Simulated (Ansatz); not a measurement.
Run report: Si, single-point calculation

Si (slab, 4 atoms in the cell), computed with DFT PBE, scalar-relativistic, plane waves, PAW, PAW set soft_1, no spin polarisation (Ansatz 0.2.0).

The structure derives from an entry of the Crystallography Open Database. Figures and captions count atoms from 1; the log counts them from 0 in places.

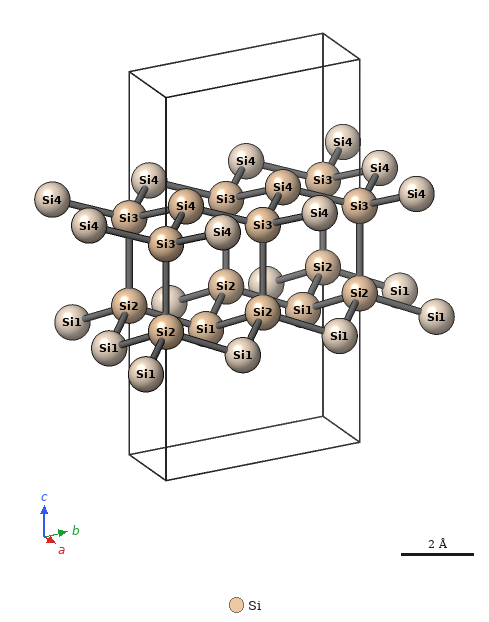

Fig. 1: The structure (ball-and-stick view of the 1 × 2 repeat of the cell, with the vacuum cut short, seen slightly off an axis; neighbours outside the cell are drawn fainter; atoms are numbered from 1 in the order of the input). Near neighbours in the crystal (not all of them lie inside the picture): Si has 3 Si at 2.33 to 2.37 Å; Si has 4 Si at 2.33 to 2.50 Å.

### Input file
```yaml
crystal:
  lattice:
    - [3.8675355669, 0.0, 0.0]
    - [-1.9337677835, 3.349384051, 0.0]
    - [0.0, 0.0, 19.4372966526]
  atoms:
    - { symbol: Si, position: [0.3333333333, 0.6666666667, 0.2057899342] }
    - { symbol: Si, position: [0.0, 0.0, 0.2464055305] }
    - { symbol: Si, position: [0.0, 0.0, 0.3748662342] }
    - { symbol: Si, position: [0.6666666667, 0.3333333333, 0.4083539391] }
basis:
  ecutwfc: 420
kpoints:
  mp_grid: { grid: [9, 9, 1] }
hamiltonian:
  xc: pbe
  pseudopotentials: { kind: paw, azcp: { folder: soft_1 } }
scf:
  occupations: { method: gaussian, width: 0.05 }
output:
  forces: true
  eigenvalues: true
efield:
  axis: 3
  dipole_correction: true
  ramp_width: 0.04
```

Hardware: 1 thread of Intel Xeon (Granite Rapids), 32 GiB of memory available, shared host.

Command:
```bash
ansatz run input.yaml --threads 1 --pin off --max-ram 3072MiB --backend cpu --events-out ev --progress --plain --runs-dir out
```

### Output
```
Engine: ansatz 0.2.0, x86_64-unknown-linux-gnu
Pseudopotentials: kind: paw
Pseudopotential: Si, paw, valence charge 4, recommended cutoff 420 eV (normal), [file]
Functional definition: PBE
  parameter kappa = 0.804
  parameter beta = 0.06672455060314922
  exchange = pbe_x(kappa = kappa, mu = beta*pi^2/3)
  correlation = pbe_c(beta = beta)
Crystal: 4 atoms, lattice volume = 251.788 Å³
Basis set: ecut = 420 eV, 4949 PW (Γ), exchange–correlation on 54×54×270 points (8 copies of the dense FFT grid, shifted against one another)
Bands: 12, of which v1, the nominal top of the filled ones, is band 8 counted from 1 (7 counted from 0)
Symmetry: 6 space group operations
Space group: P3m1 (ITA 156), of the structure as read, at distance tolerance 6.3e-5 Å
k-points: 12 of 81 (time reversal used)
Non-local potential: Si, projectors of the file, l = 0: 2, l = 1: 2, l = 2: 1
PAW form: soft (Blöchl's): semilocal exchange-correlation on the pseudo side does not see the compensation charge
PAW one-centre angular grid: Si, 110 points (default); XC on 64 Gauss nodes
Initial density: superposition of atomic densities (neutral atoms: chi_scale 0, normalization atom)
Initial wavefunctions: pseudopotential atomic-orbital guess
Functional: x = pbe(κ = 0.804, μ = 0.2195149727645171), c = pbe(β = 0.06672455060314922)
SCF iter   1: F=—  HF=-2541.644970 eV  |F-HF|=—  |Δ(HF+E_count)|=         —  Δρ=2.38e-2  dr2=1.87e0  ethr=3.10e-3  p=0.000 e·Å  D=2.16e-8 V/Å  ΔV_dip=-0.00 eV  dr2_dipole=2.97e-2  V_vac-E_F(+/−)=6.19/6.19 eV  ⟨swp⟩=10.1  Hψ=1397  notcnv=0
efield: sawtooth ramp at fractional position 0.7871 (placed from the atoms, in the widest stretch of the axis that holds none; the zero of the levels goes with the place), width 0.0400; the density the first Hamiltonian is built on has a dipole p = 0.000 e·Å; the dipole correction subtracts the counter field D = 2.16e-8 V/Å, which shifts the + side's vacuum level by -0.00 eV against the − side's; the planar-averaged density in the ramp window peaks in size at 1.0e-7 e/Å³
preconditioner: auto → LDOS  [insulator: Δε(μ)=0.292 eV  Ē_g=7.311 eV  σ=0.050 eV  W_gap=0.63  n_scr=10 (ndim 8)  ℏωp=9.4 eV  f_vac=0.549  D(μ)=1.87/eV (n_scr^D=6)  ε∞_Penn≈2.6  β→1.0]
SCF iter   2: F=—  HF=-2541.180585 eV  |F-HF|=—  |Δ(HF+E_count)|=   4.64e-1  Δρ=5.59e-3  dr2=1.19e-1  ethr=3.10e-3  p=0.017 e·Å  D=1.22e-2 V/Å  ΔV_dip=-0.24 eV  dr2_dipole=1.30e-2  V_vac-E_F(+/−)=4.90/5.14 eV  ⟨swp⟩=3.0  Hψ=441  notcnv=0
SCF iter   3: F=—  HF=-2541.177627 eV  |F-HF|=—  |Δ(HF+E_count)|=   2.96e-3  Δρ=1.55e-3  dr2=1.93e-2  ethr=7.42e-4  p=0.010 e·Å  D=7.44e-3 V/Å  ΔV_dip=-0.14 eV  dr2_dipole=1.51e-3  V_vac-E_F(+/−)=4.93/5.07 eV  ⟨swp⟩=2.9  Hψ=299  notcnv=0
SCF iter   4: F=—  HF=-2541.173561 eV  |F-HF|=—  |Δ(HF+E_count)|=   4.07e-3  Δρ=3.49e-4  dr2=1.32e-3  ethr=1.21e-4  p=0.011 e·Å  D=7.65e-3 V/Å  ΔV_dip=-0.15 eV  dr2_dipole=1.51e-6  V_vac-E_F(+/−)=4.88/5.02 eV  ⟨swp⟩=2.8  Hψ=300  notcnv=0
SCF iter   5: F=—  HF=-2541.173561 eV  |F-HF|=—  |Δ(HF+E_count)|=   6.03e-8  Δρ=1.45e-4  dr2=1.11e-4  ethr=8.26e-6  p=0.010 e·Å  D=7.41e-3 V/Å  ΔV_dip=-0.14 eV  dr2_dipole=1.27e-5  V_vac-E_F(+/−)=4.83/4.97 eV  ⟨swp⟩=2.2  Hψ=214  notcnv=0
SCF iter   6: F=—  HF=-2541.173588 eV  |F-HF|=—  |Δ(HF+E_count)|=   2.72e-5  Δρ=5.33e-5  dr2=2.33e-5  ethr=6.94e-7  p=0.010 e·Å  D=6.89e-3 V/Å  ΔV_dip=-0.13 eV  dr2_dipole=5.16e-6  V_vac-E_F(+/−)=4.81/4.95 eV  ⟨swp⟩=2.4  Hψ=237  notcnv=0
SCF iter   7: F=—  HF=-2541.173604 eV  |F-HF|=—  |Δ(HF+E_count)|=   1.62e-5  Δρ=1.61e-5  dr2=1.57e-6  ethr=1.46e-7  p=0.010 e·Å  D=6.85e-3 V/Å  ΔV_dip=-0.13 eV  dr2_dipole=1.34e-7  V_vac-E_F(+/−)=4.81/4.94 eV  ⟨swp⟩=1.8  Hψ=201  notcnv=0
SCF iter   8: F=-2541.173605 eV  HF=-2541.173605 eV  |F-HF|=4.00e-9  |Δ(HF+E_count)|=   3.94e-7  Δρ=2.56e-6  dr2=3.43e-8  ethr=6.25e-10  p=0.009 e·Å  D=6.78e-3 V/Å  ΔV_dip=-0.13 eV  dr2_dipole=3.40e-9  V_vac-E_F(+/−)=4.81/4.94 eV  ⟨swp⟩=6.8  Hψ=1025  notcnv=0
SCF 1 converged in 8 iterations: F = -2541.173605 eV  dr2 = 3.43e-8
  greatest PAW one-centre occupation: 0.658 electrons in one spin orbital (limit 2), on the Si atom at site 0 (counted from 0), in its partial waves of l = 0
```

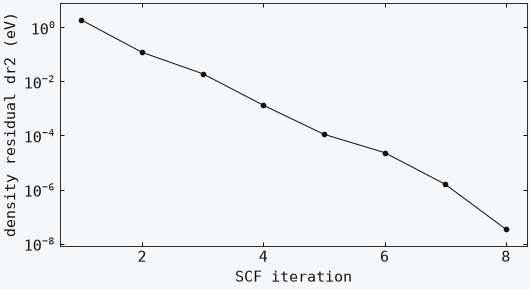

Fig. 2: Convergence of the self-consistent field: density residual dr2 against the SCF iteration. The residual falls at every step.

```
SCF converged after 8 iterations
Free energy (F): -2541.173605 eV
Harris-Foulkes:  -2541.173605 eV  (|F-HF|=4.00e-9)
Internal energy: -2541.171556 eV  (E = F + TS)
E sigma→0 (E₀):  -2541.172580 eV
Entropy (-TS):   -0.002049 eV (-0.512 meV/atom)
Fermi energy:    -1.381066 eV
Dipole field:    D = 0.006846 V/Å  (p = 0.009526 e·Å, saw-weighted, corrected)
Work function:   Φ+ = 4.8101 eV   Φ− = 4.9432 eV
Levels:          The Fermi level and band energies are counted from a zero that moves with the ramp; work functions are not
--- Per-component energies (eV) ---
  E_band       = -95.136779
  E_kinetic    = 156.603362
  E_local      = -2849.119439  (includes V_loc(G=0)·N_el)
  E_nonlocal   = 90.867193
  E_hartree    = 1349.198983
  E_xc         = -222.560381
  E_vxc        = -186.416405  (∫ρ·V_xc dr)
  E_paw        = -2045.323870  (= ΣΔE_a)
  E_vpaw       = -5.465275  (= ΣTr[D̂ρ^β])
  E_aug_tail   = 0.000159  (compensation charges beyond the density's cutoff)
  E_efield     = 0.000033  (sawtooth field / dipole correction)
  E_vefield    = -0.003729  (∫n·V_field dr)
  E_ewald      = 979.162404
  E_smearing   = -0.002049  (= −TS)
  E_closure    = -0.000000  (closes the sum)
  Σ components = -2541.173605   (vs F -2541.173605, Δ=0.00e0)
--- Forces (eV/Å), atoms counted from 1 ---
  atom   1  Si    -0.00000000    -0.00000000     0.61633462
  atom   2  Si     0.00000000     0.00000000    -0.61816215
  atom   3  Si    -0.00000000    -0.00000000     0.00064525
  atom   4  Si     0.00000000     0.00000000     0.00109234
  max |Σ_I F_I| component: 8.99e-5 eV/Å
--- Band table (eV; the first three rows and the last of 12) ---
  k-point 0: bands = ["-12.5248", "-11.3878", "-6.2484", "-2.7827", "-2.2479", "-2.2479", "-1.5268", "-1.5268", "-0.1029", "0.9234", "1.3711", "1.8985"]
  k-point 1: bands = ["-12.3832", "-11.2455", "-6.1904", "-3.2714", "-2.8622", "-2.5226", "-2.3187", "-1.7455", "0.0385", "1.2765", "1.6123", "2.2955"]
  k-point 2: bands = ["-11.9650", "-10.8257", "-6.2535", "-4.7237", "-4.1597", "-3.0365", "-2.2049", "-2.1990", "-0.3521", "0.8881", "1.3405", "3.1879"]
  k-point 11: bands = ["-9.7208", "-8.8195", "-8.4331", "-7.9916", "-5.4288", "-5.0165", "-3.4966", "-1.4216", "-1.3775", "1.8127", "2.6281", "2.6625"]
```

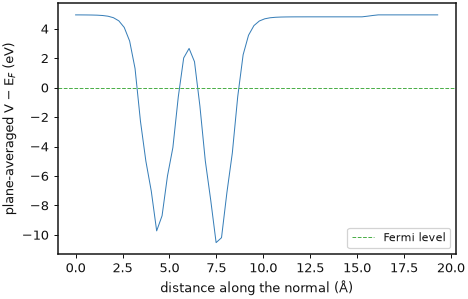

Fig. 3: Plane average of the electrostatic potential energy of an electron across the cell, from the Fermi level. The vacuum level lies 4.81 eV above the Fermi level on the upper side and 4.94 eV on the lower.

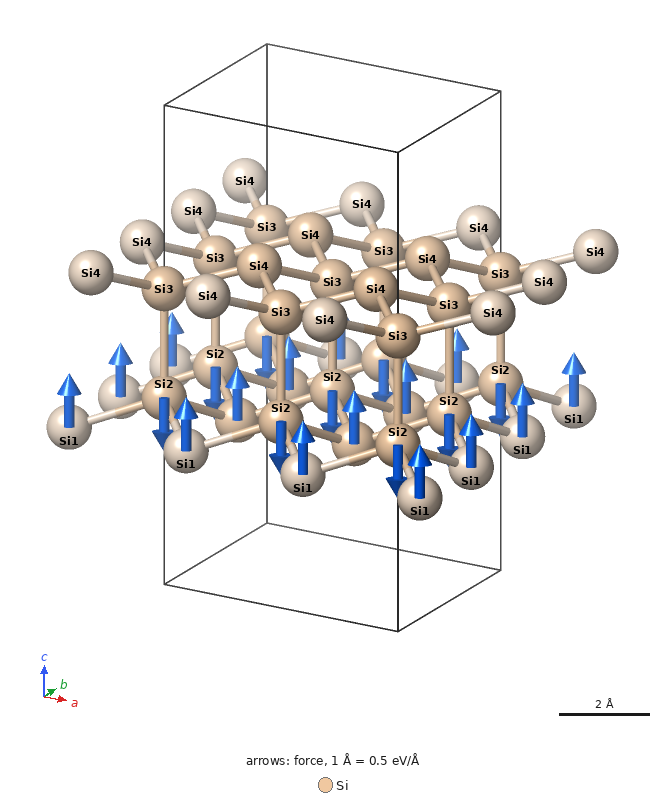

Fig. 4: Forces on the atoms as blue arrows (ball-and-stick view of the 2 × 2 repeat of the cell, with the vacuum cut short, seen slightly off an axis; neighbours outside the cell are drawn fainter; atoms are numbered from 1 in the order of the input); the smallest are left out. The largest act on Si1, Si2 (0.62 eV/Å). The geometry is not a stationary point of this energy.

### Summary

- outcome: converged
- electrons treated: 16
- free energy: −2541.1736 eV
- work function, top face: 4.81 eV
- work function, bottom face: 4.94 eV
- Fermi energy: −1.381 eV
- gap on the k-point mesh: 0.04 eV
- work function (upper face): 4.81 eV
- largest force (length of the vector): 0.618 eV/Å
- wall time: 1.9 s
- peak memory: 0.39 GiB
